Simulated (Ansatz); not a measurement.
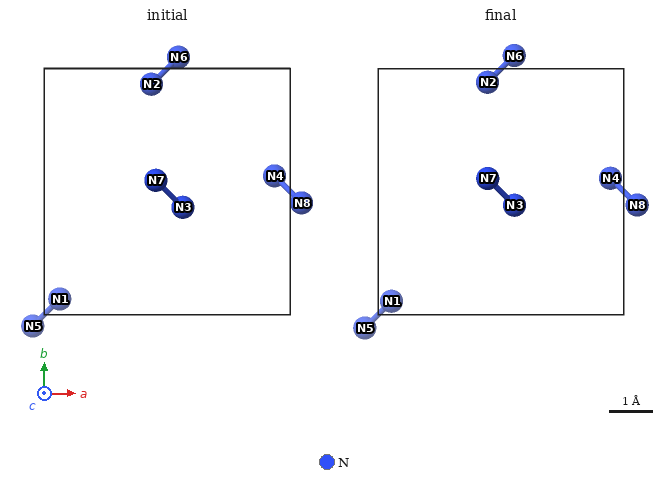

The structure of crystalline N (built on the database_198 type) (coarse preliminary run) before (left) and after (right) a relaxation, at one scale.

A ball-and-stick model of the cell of the calculation, seen along the c axis.

Case: structure listed in a database for this formula (P2_13, No. 198).

Level of theory: DFT r2SCAN, scalar-relativistic, plane waves, PAW (Ansatz 0.2.0).

The input:
```yaml
crystal:
  lattice:
    - [5.81510172, 0.0, 0.0]
    - [0.0, 5.81510172, 0.0]
    - [0.0, 0.0, 5.81510172]
  atoms:
    - { symbol: "N", position: [0.06390144, 0.06390144, 0.06390144] }
    - { symbol: "N", position: [0.43609856, 0.93609856, 0.56390144] }
    - { symbol: "N", position: [0.56390144, 0.43609856, 0.93609856] }
    - { symbol: "N", position: [0.93609856, 0.56390144, 0.43609856] }
    - { symbol: "N", position: [0.95413886, 0.95413886, 0.95413886] }
    - { symbol: "N", position: [0.54586114, 0.04586114, 0.45413886] }
    - { symbol: "N", position: [0.45413886, 0.54586114, 0.04586114] }
    - { symbol: "N", position: [0.04586114, 0.45413886, 0.54586114] }
basis:
  ecutwfc: 500
kpoints:
  mp_grid: { grid: [4, 4, 4] }
hamiltonian:
  xc: r2scan
scf:
  occupations: { method: gaussian, width: 0.1 }
  lower_state_search: "off"
output:
  forces: true
  stress: true
  eigenvalues: true
relax:
  adjacent_minimum: "off"
  f_tol: 0.04
  max_steps: 70
  cell: { stress_tol: 0.4 }
```

What changed between the two?

The largest moves relative to the cell, 0.092 Å, are those of N1, N2, N3 and N4. N2 goes along [1 1 −1]. The drawn cell changes as follows: a = b = c 5.815 → 5.807 Å (−0.1 %); the volume changes by −0.4 %. Near-neighbour distances that change, for instance: N1–N5 1.106 → 1.093 Å. The space group stays P2_13 (No. 198). The energy falls by 48.6 meV per cell of the calculation in 2 accepted moves (3 points after the start). The largest force component goes from 1 to 0.0028 eV/Å. The pressure goes from −2.17 to −0.02 GPa. At 1 point the geometry stayed and the basis and grid were re-selected for the new cell (energy shift of 0.3 meV per cell of the calculation at most each time).
